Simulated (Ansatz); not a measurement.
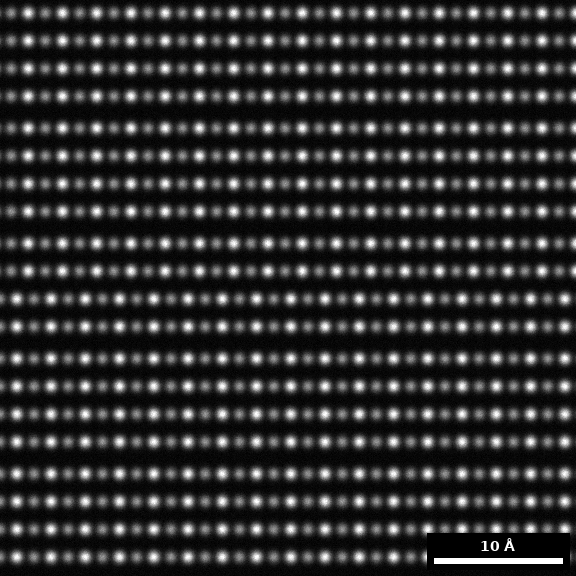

HAADF-like image of Mo (R-3m, No. 166) along [210]. The image is simulated as a sum over atoms of Z^1.7, blurred by a 0.67 Å probe (no channelling). The display is stretched by a gamma of 0.8; percentages refer to the linear signal. Shot noise was added.

One planar defect was built into the perfect crystal by geometry alone, without relaxation. Host structure: the geometry relaxed with DFT r2SCAN, scalar-relativistic, plane waves, PAW in Ansatz; the starting structure was generated, so it need not be a known form of this composition.

Question: Find the planar defect and say what kind it is.

Answer: A planar fault (a stacking fault) runs horizontally about 22 Å below the top edge. The part above it is shifted along the boundary by 1/3 of the 2.68 Å repeat of the rows (0.9 Å to the right, the same as 1.8 Å to the left); both parts keep the same orientation.
